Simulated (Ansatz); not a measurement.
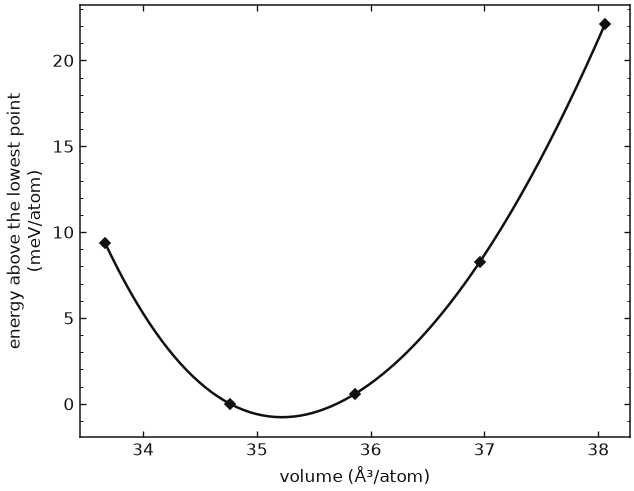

Plotted: energy above the lowest point against volume for InSb, space group F-43m (No. 216) (one of a set of cubic test structures, which need not be the stable phase).

How it was computed, with Ansatz 0.2.0 development build: equation of state of a cubic crystal from periodic Kohn-Sham density functional theory without spin; pressure corrected for the finite basis. Level: HSE06.

```tsv
setting	value
structure type	zinc blende
atoms in cell	2
space group number	216
lattice centring	face-centred primitive
k mesh	4×4×4
occupation method	Fermi–Dirac
occupation width	0.05 eV
wave cutoff	700 eV
datasets	hard PAW
density tolerance	0 eV
bands	27
density cutoff ratio	4
search for lower states	default
exchange singularity	regularized
```

From this curve and the settings, what does the calculation give for the pressure at the same points?

The pressure falls from 2.199 GPa at volume 33.67 Å³/atom to −2.474 GPa at 38.06 Å³/atom, and changes sign near 35.3 Å³/atom.

```json
{"volume (Å³/atom)": "33.67", "pressure (GPa)": "2.199"}
{"volume (Å³/atom)": "34.76", "pressure (GPa)": "0.580"}
{"volume (Å³/atom)": "35.86", "pressure (GPa)": "-0.680"}
{"volume (Å³/atom)": "36.96", "pressure (GPa)": "-1.549"}
{"volume (Å³/atom)": "38.06", "pressure (GPa)": "-2.474"}
```

Note: coarse k-mesh, values are not converged in k; pseudopotentials made with PBE, not this functional.
